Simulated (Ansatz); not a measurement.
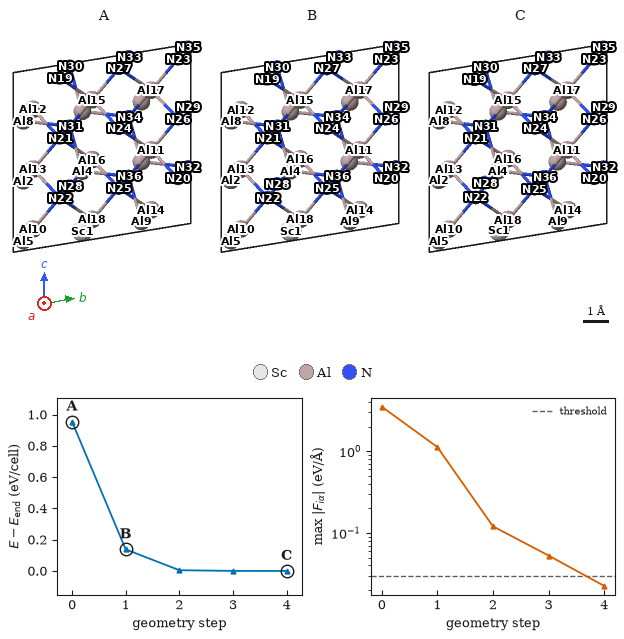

Frames of a relaxation of a defect cell of composition ScAl17N18, marked on the history of the run. Style: ball-and-stick. Shown: the cell of the calculation, along the a axis.

Theory: Ansatz 0.2.0, DFT PBEsol, scalar-relativistic, plane waves, PAW. (plane-wave cutoff 420 eV; k-point mesh 2 × 2 × 2; occupations gaussian; smearing width 0.02 eV; mesh shifted by (0.5, 0.5, 0.5); no spin polarisation; atoms relaxed in a fixed cell; force threshold 0.03 eV/Å; at most 40 steps)

Describe the path.

Answer. The largest moves, 0.15 Å, are those of N atoms. Largest moves by element: N 0.15 Å, Sc 0.05 Å, Al 0.04 Å. The lattice vectors keep their values. Among the contacts that change: N–Sc 1.904 → 2.060 Å, N–Sc 1.892 → 2.023 Å, N–Sc 3.080 → 2.986 Å, Al–N 1.892 → 1.861 Å. Bond angles that change, for instance: Sc–N–Al 108.1° → 103.7°, N–Al–N 110.8° → 107.1°, Al–N–Al 108.1° → 111.5°. The energy falls by 0.955 eV per cell of the calculation in 4 geometry steps. Largest force component: 3.5 eV/Å at the start, 0.022 eV/Å at the end. From step 0 to 1: N atoms move most (0.09 Å), energy −0.817 eV per cell of the calculation. From step 1 to 4: N atoms move most (0.06 Å), energy −0.138 eV per cell of the calculation.

| step | E − E(0), meV/atom | largest force component, eV/Å |
| --- | --- | --- |
| 0 | 0.00 | 3.5283 |
| 1 | -22.69 | 1.1299 |
| 2 | -26.39 | 0.1207 |
| 3 | -26.52 | 0.0530 |
| 4 | -26.53 | 0.0225 |

Limits of the set-up: the periodic images lie only 7.3 Å apart, so the values are limited by the cell's size.
